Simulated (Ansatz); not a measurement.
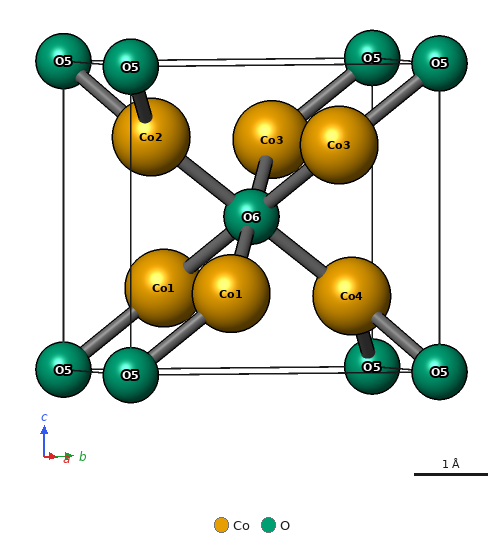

**Figure 1.** The structure as given in the input (ball-and-stick view of the cell of the calculation, seen at an oblique angle; atoms are numbered from 1 in the order of the input). Near neighbours in the crystal (not all of them lie inside the picture): Co has 3 O at 1.85 to 1.91 Å; O has 6 Co at 1.85 to 1.91 Å.

## Co2O: a changed input and its effect

System: Co2O (6 atoms in the cell).
Method of run A: DFT with r2SCAN, PAW plane waves, no spin polarisation (Ansatz 0.2.0).

The structure is a generated one, with these elements put on the sites of a known structure type; it need not be a known phase. Text and figures count atoms from 1; the logs count them from 0 in places.

### Input, run A
```yaml
crystal:
  lattice:
    - [2.805873, 0.0, 0.0]
    - [0.0, 4.528729, 0.0]
    - [0.0, 0.0, 4.27179]
  atoms:
    - { symbol: Co, position: [0.0, 0.325, 0.261] }
    - { symbol: Co, position: [0.5, 0.175, 0.761] }
    - { symbol: Co, position: [0.0, 0.675, 0.739] }
    - { symbol: Co, position: [0.5, 0.825, 0.239] }
    - { symbol: O, position: [0.0, 0.0, 0.0] }
    - { symbol: O, position: [0.5, 0.5, 0.5] }
  symmetry: { tolerance: 0.0003 }
kpoints:
  mp_grid: { grid: [6, 4, 4], shift: [0, 0, 0] }
magnetization:
  spin_polarized: false
scf:
  occupations: { method: fermi_dirac }
hamiltonian:
  pseudopotentials: { kind: paw }
  xc: r2scan
basis:
  ecutwfc: 500
output:
  forces: true
  stress: true
  eigenvalues: true
```

Launched with:
```bash
ansatz run input.yaml --threads 1 --pin off --max-ram 2560MiB --backend cpu --events-out ev --progress --plain --runs-dir out
```

Hardware: 1 thread of an x86-64 CPU, shared host.

### Output, shortened to warnings, some set-up lines, iterations and results (run A)
```
Basis set: ecut = 500 eV, 1397 PW (Γ), exchange–correlation on 96×144×128 points (64 copies of the dense FFT grid, shifted against one another)
Symmetry: 8 space group operations
k-points: 36 of 96
Initial density: superposition of atomic densities (neutral atoms: chi_scale 0, normalization atom), corrected by the library's trained network
[...]
SCF iter   1: F=—  HF=-21656.446489 eV  |F-HF|=—  |Δ(HF+E_count)|=         —  Δρ=2.90e-2  dr2=2.38e-1  dr2_τ=3.26e-1  ethr=1.77e-3  ⟨swp⟩=6.1  Hψ=5944  notcnv=0
SCF iter   2: F=—  HF=-21656.805796 eV  |F-HF|=—  |Δ(HF+E_count)|=   3.59e-1  Δρ=1.15e-2  dr2=3.28e-2  dr2_τ=9.20e-3  ethr=2.97e-4  ⟨swp⟩=2.0  Hψ=3089  notcnv=0
SCF iter   3: F=—  HF=-21656.806854 eV  |F-HF|=—  |Δ(HF+E_count)|=   1.06e-3  Δρ=7.78e-3  dr2=1.61e-2  dr2_τ=1.06e-3  ethr=4.10e-5  ⟨swp⟩=2.0  Hψ=2880  notcnv=0
SCF iter   4: F=—  HF=-21656.809289 eV  |F-HF|=—  |Δ(HF+E_count)|=   2.44e-3  Δρ=5.49e-3  dr2=7.29e-3  dr2_τ=2.00e-4  ethr=2.01e-5  ⟨swp⟩=3.0  Hψ=3406  notcnv=0
SCF iter   5: F=—  HF=-21656.808561 eV  |F-HF|=—  |Δ(HF+E_count)|=   7.28e-4  Δρ=1.99e-3  dr2=9.83e-4  dr2_τ=8.51e-5  ethr=9.11e-6  ⟨swp⟩=2.0  Hψ=2309  notcnv=0
SCF iter   6: F=—  HF=-21656.808840 eV  |F-HF|=—  |Δ(HF+E_count)|=   2.79e-4  Δρ=4.92e-4  dr2=1.06e-4  dr2_τ=5.09e-6  ethr=1.23e-6  ⟨swp⟩=2.0  Hψ=3177  notcnv=0
SCF iter   7: F=—  HF=-21656.808817 eV  |F-HF|=—  |Δ(HF+E_count)|=   2.30e-5  Δρ=2.87e-4  dr2=2.60e-5  dr2_τ=6.28e-7  ethr=1.33e-7  ⟨swp⟩=2.0  Hψ=2489  notcnv=0
SCF iter   8: F=—  HF=-21656.808830 eV  |F-HF|=—  |Δ(HF+E_count)|=   1.32e-5  Δρ=9.14e-5  dr2=3.71e-6  dr2_τ=2.37e-7  ethr=3.25e-8  ⟨swp⟩=2.0  Hψ=2324  notcnv=0
SCF iter   9: F=—  HF=-21656.808830 eV  |F-HF|=—  |Δ(HF+E_count)|=   3.54e-7  Δρ=4.61e-5  dr2=6.35e-7  dr2_τ=1.90e-8  ethr=4.64e-9  ⟨swp⟩=2.1  Hψ=2396  notcnv=0
SCF iter  10: F=-21656.808831 eV  HF=-21656.808831 eV  |F-HF|=5.54e-9  |Δ(HF+E_count)|=   1.02e-8  Δρ=8.32e-6  dr2=2.09e-8  dr2_τ=2.50e-9  ethr=1.25e-10  ⟨swp⟩=3.6  Hψ=7128  …
SCF 1 converged in 10 iterations: F = -21656.808831 eV  dr2 = 2.09e-8
SCF converged after 10 iterations
Free energy (F): -21656.808831 eV
Harris-Foulkes:  -21656.808831 eV  (|F-HF|=5.54e-9)
Internal energy: -21656.579333 eV  (E = F + TS)
E sigma→0 (E₀):  -21656.694082 eV
Entropy (-TS):   -0.229497 eV (-38.250 meV/atom)
Fermi energy:    18.320597 eV
--- Per-component energies (eV) ---
  E_band       = -1039.605053
  E_kinetic    = 2172.504738
  E_local      = -12399.184095  (includes V_loc(G=0)·N_el)
  E_nonlocal   = 1968.512802
  E_hartree    = 5207.303953
  E_xc         = -771.668109
  E_vxc        = -1120.698322  (∫ρ·V_xc dr)
  E_paw        = -6439.305643  (= ΣΔE_a)
  E_vpaw       = -2145.493248  (= ΣTr[D̂ρ^β])
  E_aug_tail   = 0.002081  (compensation charges beyond the density's cutoff)
  E_vtau       = 70.132933  (kinetic-family band-sum trace: ∫τ·v_τ [+ j·A + Jᵃ·Aᵃ] dr)
  E_ewald      = -11393.500354
  E_core_change = -1.244707  (= ΣΔE_core)
  E_smearing   = -0.229497  (= −TS)
  E_closure    = 0.000000  (closes the sum)
  Σ components = -21656.808831   (vs F -21656.808831, Δ=0.00e0)
--- Forces (eV/Å), atoms counted from 1 ---
  atom   1  Co     0.00000000    -0.14755247    -0.44276016
  atom   2  Co     0.00000000     0.14755247    -0.44276016
  atom   3  Co    -0.00000000     0.14755247     0.44276016
  atom   4  Co     0.00000000    -0.14755247     0.44276016
  atom   5  O     -0.00000000     0.00000000     0.00000000
  atom   6  O      0.00000000     0.00000000     0.00000000
  max |Σ_I F_I| component: 2.78e-17 eV/Å
--- Stress (GPa, compression-positive) ---
        7.673183       0.000000       0.000000
        0.000000      21.300488       0.000000
        0.000000       0.000000       9.985615
  P = ⅓ Tr σ = 12.9864 GPa (129.864 kbar)
```

Run B used a changed input.

### The two runs side by side

| quantity | run A | run B |
| --- | --- | --- |
| outcome | converged | converged |
| free energy per atom (eV) | −3609.4681 | −3609.4681 |
| energy per atom, smearing taken to zero (eV) | −3609.4490 | −3609.4488 |
| pressure (GPa) | 12.99 | 12.97 |
| largest force (eV/Å) | 0.467 | 0.504 |
| SCF iterations | 10 | 10 |
| irreducible k-points | 36 | 12 |
| plane waves at Γ | 1397 | 1397 |
| wall time (shared host) | 7.5 s | 4.1 s |

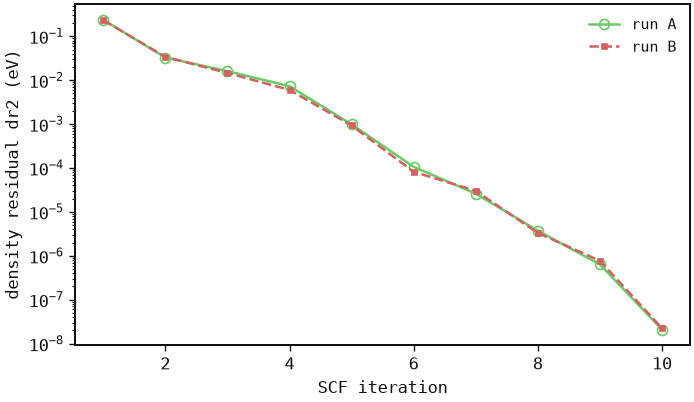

**Figure 2.** Convergence of the two runs: density residual dr2 against the SCF iteration. Run A takes 10 iterations in all, and run B takes 10.

Which change of the input explains these differences?

The change (lines with − go, lines with + come):
```diff
-  mp_grid: { grid: [6, 4, 4], shift: [0, 0, 0] }
+  mp_grid: { grid: [6, 4, 4], shift: [0.5, 0.5, 0.5] }
+  eigensolver: { kind: davidson }
```

The free energy of run B is 0.04 meV per atom higher, which measures how much it depends on this numerical setting. The largest force goes from 0.467 to 0.504 eV/Å. The number of SCF iterations is the same. The irreducible k-points go from 36 to 12.

### Output, shortened to warnings, some set-up lines, iterations and results (run B)
```
Basis set: ecut = 500 eV, 1397 PW (Γ), exchange–correlation on 96×144×128 points (64 copies of the dense FFT grid, shifted against one another)
Symmetry: 8 space group operations
k-points: 12 of 96
Initial density: superposition of atomic densities (neutral atoms: chi_scale 0, normalization atom), corrected by the library's trained network
[...]
SCF iter   1: F=—  HF=-21656.445260 eV  |F-HF|=—  |Δ(HF+E_count)|=         —  Δρ=2.87e-2  dr2=2.32e-1  dr2_τ=3.27e-1  ethr=1.77e-3  ⟨swp⟩=5.8  Hψ=2501  notcnv=0
SCF iter   2: F=—  HF=-21656.804267 eV  |F-HF|=—  |Δ(HF+E_count)|=   3.59e-1  Δρ=1.16e-2  dr2=3.40e-2  dr2_τ=9.01e-3  ethr=2.90e-4  ⟨swp⟩=3.1  Hψ=1358  notcnv=0  defer=1
SCF iter   3: F=—  HF=-21656.805906 eV  |F-HF|=—  |Δ(HF+E_count)|=   1.64e-3  Δρ=7.42e-3  dr2=1.46e-2  dr2_τ=1.18e-3  ethr=4.25e-5  ⟨swp⟩=3.0  Hψ=1459  notcnv=0
SCF iter   4: F=—  HF=-21656.808510 eV  |F-HF|=—  |Δ(HF+E_count)|=   2.60e-3  Δρ=5.05e-3  dr2=6.00e-3  dr2_τ=1.76e-4  ethr=1.82e-5  ⟨swp⟩=3.8  Hψ=1416  notcnv=0
SCF iter   5: F=—  HF=-21656.808225 eV  |F-HF|=—  |Δ(HF+E_count)|=   2.85e-4  Δρ=1.88e-3  dr2=9.29e-4  dr2_τ=1.04e-4  ethr=7.49e-6  ⟨swp⟩=3.0  Hψ=1301  notcnv=0
SCF iter   6: F=—  HF=-21656.808537 eV  |F-HF|=—  |Δ(HF+E_count)|=   3.12e-4  Δρ=4.39e-4  dr2=8.18e-5  dr2_τ=3.67e-6  ethr=1.04e-7  ⟨swp⟩=3.0  Hψ=2519  notcnv=0
SCF iter   7: F=—  HF=-21656.808558 eV  |F-HF|=—  |Δ(HF+E_count)|=   2.14e-5  Δρ=3.03e-4  dr2=3.01e-5  dr2_τ=5.49e-7  ethr=1.02e-7  ⟨swp⟩=3.0  Hψ=1334  notcnv=0
SCF iter   8: F=—  HF=-21656.808563 eV  |F-HF|=—  |Δ(HF+E_count)|=   5.00e-6  Δρ=8.79e-5  dr2=3.31e-6  dr2_τ=2.24e-7  ethr=3.77e-8  ⟨swp⟩=3.0  Hψ=1303  notcnv=0
SCF iter   9: F=—  HF=-21656.808564 eV  |F-HF|=—  |Δ(HF+E_count)|=   6.76e-7  Δρ=4.88e-5  dr2=7.68e-7  dr2_τ=2.11e-8  ethr=4.13e-9  ⟨swp⟩=3.0  Hψ=1291  notcnv=0
SCF iter  10: F=-21656.808564 eV  HF=-21656.808564 eV  |F-HF|=3.56e-9  |Δ(HF+E_count)|=   1.24e-8  Δρ=8.34e-6  dr2=2.23e-8  dr2_τ=3.15e-9  ethr=9.60e-10  ⟨swp⟩=3.0  Hψ=1188  …
SCF 1 converged in 10 iterations: F = -21656.808564 eV  dr2 = 2.23e-8
  Residual-converged pass: ⟨swp⟩=4.0  Hψ=1671  notcnv=0  max |occ|·‖R‖ = 6.3e-6 eV (tolerance 6.7e-6 eV)  dr2=1.99e-8  dr2_τ=2.86e-9  dr2_onsite=4.41e-9  max |Δocc| = 7.2e-10
SCF converged after 10 iterations
Free energy (F): -21656.808564 eV
Harris-Foulkes:  -21656.808564 eV  (|F-HF|=3.56e-9)
Internal energy: -21656.576663 eV  (E = F + TS)
E sigma→0 (E₀):  -21656.692613 eV
Entropy (-TS):   -0.231901 eV (-38.650 meV/atom)
Fermi energy:    18.321915 eV
--- Per-component energies (eV) ---
  E_band       = -1039.645540
  E_kinetic    = 2172.509903
  E_local      = -12399.115579  (includes V_loc(G=0)·N_el)
  E_nonlocal   = 1968.487496
  E_hartree    = 5207.244934
  E_xc         = -771.666920
  E_vxc        = -1120.695092  (∫ρ·V_xc dr)
  E_paw        = -6439.293518  (= ΣΔE_a)
  E_vpaw       = -2145.467891  (= ΣTr[D̂ρ^β])
  E_aug_tail   = 0.002081  (compensation charges beyond the density's cutoff)
  E_vtau       = 70.132346  (kinetic-family band-sum trace: ∫τ·v_τ [+ j·A + Jᵃ·Aᵃ] dr)
  E_ewald      = -11393.500354
  E_core_change = -1.244707  (= ΣΔE_core)
  E_smearing   = -0.231901  (= −TS)
  E_closure    = -0.000000  (closes the sum)
  Σ components = -21656.808564   (vs F -21656.808564, Δ=0.00e0)
--- Forces (eV/Å), atoms counted from 1 ---
  atom   1  Co     0.00000000    -0.17124681    -0.47421149
  atom   2  Co     0.00000000     0.17124681    -0.47421149
  atom   3  Co     0.00000000     0.17124681     0.47421149
  atom   4  Co     0.00000000    -0.17124681     0.47421149
  atom   5  O      0.00000000    -0.00000000     0.00000000
  atom   6  O      0.00000000     0.00000000     0.00000000
  max |Σ_I F_I| component: 2.78e-17 eV/Å
--- Stress (GPa, compression-positive) ---
        7.461974       0.000000       0.000000
        0.000000      21.266591       0.000000
        0.000000       0.000000      10.187864
  P = ⅓ Tr σ = 12.9721 GPa (129.721 kbar)
```

For both runs: The run has no spin polarisation, so a magnetic state may lie lower.
